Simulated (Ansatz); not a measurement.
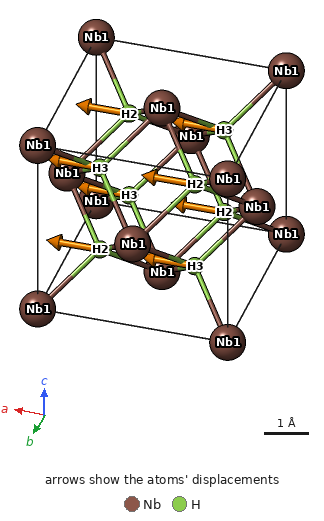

Lattice vibrations of a crystal of NbH₂ at 1.02 times its rest volume, space group Fm-3m (No. 225), at the zone centre. The optical levels lie at 1078 (×3), 1265 (×3) cm⁻¹. One mode is drawn. Displacements are drawn as orange arrows; their common scale and sign are arbitrary. Style: ball-and-stick. Shown: the conventional cell (4 times the calculation's cell), from a free direction. Lengths and directions refer to the drawn axes.

Computed with DFT PBEsol, scalar-relativistic, plane waves, PAW in Ansatz. (plane-wave cutoff 420 eV; k-point mesh 16 × 16 × 16; occupations fermi dirac; smearing width 0.15 eV; no spin polarisation)

The frequencies depend somewhat on the k-mesh and the smearing.

### Which of these frequencies is the drawn mode's?

The level at 1078 cm⁻¹. This is the T₁u mode (triply degenerate; one member of the set is drawn), the lowest optical level, infrared-active by symmetry. The Nb atoms hardly move; the H sublattice moves as a whole against them, along a; the kinetic energy is shared as H 98 %, Nb 2 %. The crystal is a metal, so free carriers screen the infrared response.
